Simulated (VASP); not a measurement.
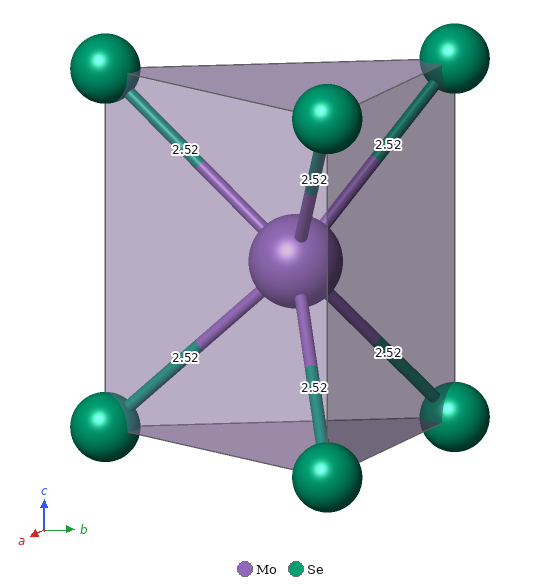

Coordination of Mo in MoSe2 (P6_3/mmc); bond lengths in Å. Continuous shape measures are computed against ideal polyhedra (0 is ideal; above about 3 the distortion is strong). Origin: the end point of a relaxation with VASP Kohn-Sham DFT of a periodic cell, RPBE with D4, VASP PAW PBE potentials, recommended in VASP.

Q: Name the coordination polyhedron and say how regular it is.

A: MoSe6: an essentially ideal trigonal prism (coordination number 6, S = 0.02; next best octahedron, S = 16.8).

Q: Does the central atom sit at the centroid of its ligands?

A: Yes, to within 0.01 Å; the site symmetry is -6m2.
